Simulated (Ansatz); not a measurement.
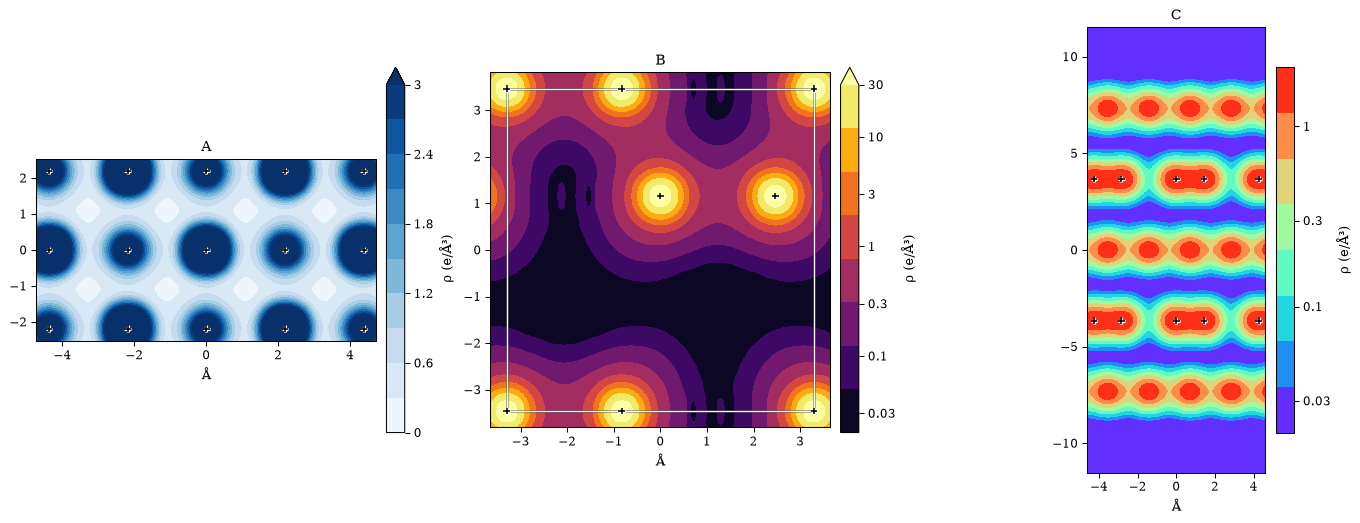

The valence charge density (pseudo) of 3 systems, each on a plane through atoms (crosses mark nuclei in the plane).

Level of theory: Ansatz 0.2.0, DFT PBEsol, scalar-relativistic, plane waves, PAW.

System 1: Ge, the (110) plane of the conventional cell. Space group P6₃/mmc; a structure from a database of computed crystals, not necessarily the ambient phase.

System 2: C (slab), the (110) plane of the calculation cell, a cut from vacuum to vacuum. 

```xyz
10
Lattice="2.4592 0.0000 0.0000 -1.2296 2.1292 0.0000 0.0000 0.0000 29.6464" Properties=species:S:1:pos:R:3 pbc="T T T"
C     0.0000    0.3548    7.5000
C     0.0000    1.7744    7.5000
C     1.2296    0.3548   11.1616
C     1.2296    1.7744   11.1616
C     0.0000    0.3548   14.8232
C     0.0000    1.7744   14.8232
C     1.2296    0.3548   18.4848
C     1.2296    1.7744   18.4848
C     0.0000    0.3548   22.1465
C     0.0000    1.7744   22.1465
```

System 3: TaN, the (001) plane of the conventional cell. Space group Fm-3m.

```xyz
8
Lattice="4.3757 0.0000 0.0000 0.0000 4.3757 0.0000 0.0000 0.0000 4.3757" Properties=species:S:1:pos:R:3 pbc="T T T"
Ta    2.1878    0.0000    0.0000
Ta    0.0000    2.1878    0.0000
Ta    0.0000    0.0000    2.1878
Ta    2.1878    2.1878    2.1878
N     0.0000    0.0000    0.0000
N     2.1878    2.1878    0.0000
N     2.1878    0.0000    2.1878
N     0.0000    2.1878    2.1878
```

> Which map belongs to which system?

Panel A is system 3, TaN: the plane holds Ta and N. Ta–N (2.19 Å): ρ at the midpoint is about 0.56 e/Å³. Panel B is system 1, Ge: the plane holds Ge. Ge–Ge (2.45 Å): the density is about 0.5 e/Å³ at the midpoint. Panel C is system 2, C: the plane holds C. C–C (1.42 Å): ρ at the midpoint is about 2 e/Å³.
